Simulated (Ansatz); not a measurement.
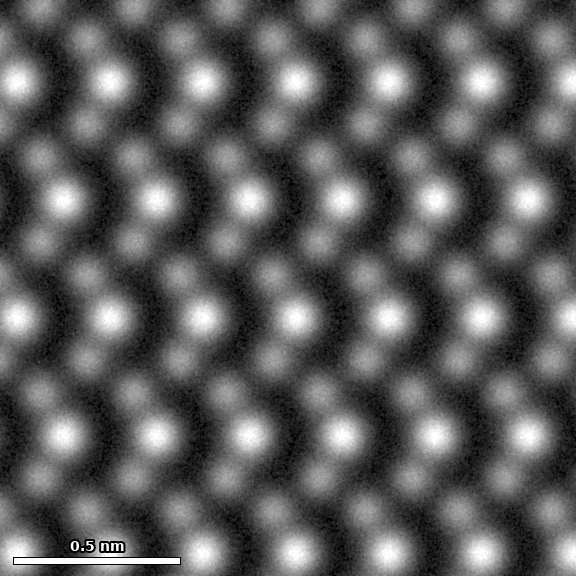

iDPC-like image of Ti (I4_1md, No. 109). Simulated as the projected potential of neutral atoms (B = 0.5 Å²) blurred by a 0.72 Å probe, the thin-sample limit of integrated differential phase contrast. The display is stretched by a gamma of 0.65; percentages refer to the linear signal. Shot noise was added. Structure used: the end point of a relaxation with DFT PBE, scalar-relativistic, plane waves, PAW in Ansatz; the starting structure was generated, so it need not be a known form of this composition.

```cif
data_structure
_symmetry_space_group_name_H-M 'P 1'
_symmetry_Int_Tables_number 1
_cell_length_a 7.1036
_cell_length_b 7.1036
_cell_length_c 2.7989
_cell_angle_alpha 90.000
_cell_angle_beta 90.000
_cell_angle_gamma 90.000
_cell_volume 141.23
loop_
_atom_site_label
_atom_site_type_symbol
_atom_site_fract_x
_atom_site_fract_y
_atom_site_fract_z
_atom_site_occupancy
Ti1 Ti 0.00000 0.18184 0.50000 1
Ti2 Ti 0.00000 0.81816 0.50000 1
Ti3 Ti 0.68184 0.00000 0.25000 1
Ti4 Ti 0.31816 0.00000 0.25000 1
Ti5 Ti 0.50000 0.68184 0.00000 1
Ti6 Ti 0.50000 0.31816 0.00000 1
Ti7 Ti 0.18184 0.50000 0.75000 1
Ti8 Ti 0.81816 0.50000 0.75000 1
```

Question: Along which zone axis is the crystal seen: [110], [210], [101] or [100]? (Directions equivalent by symmetry count as one.)

Answer: [100]. The projected cells are 1.40 × 2.61 Å, 106° for [110]; 2.12 × 2.12 Å, 97° for [210]; 2.60 × 3.55 Å, 90° for [101]; 2.80 × 3.82 Å, 112° for [100], and the image repeats as the [100] one does.
